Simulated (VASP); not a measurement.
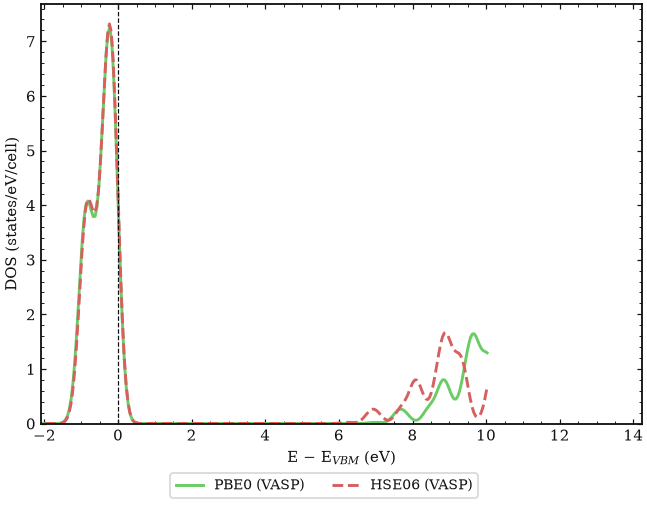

Total densities of states of NaCl, space group F-43m, 2 atoms in the cell, zincblende type, by two methods on the same cell. The curves are built from the levels of the k mesh with Gaussians 0.4 eV wide, which also blur the band edges. Each is counted from its own valence-band top.

What changes from one method to the other?

PBE0 (VASP) gives a gap of 6.98 eV and HSE06 (VASP) gives a gap of 6.24 eV.

Settings. PBE0 (VASP): DFT, PBE0, plane waves, PAW, 6×6×6 k mesh, 520 eV cutoff (VASP). HSE06 (VASP): DFT, HSE06, plane waves, PAW, 6×6×6 k mesh, 520 eV cutoff (VASP 6.6.1).
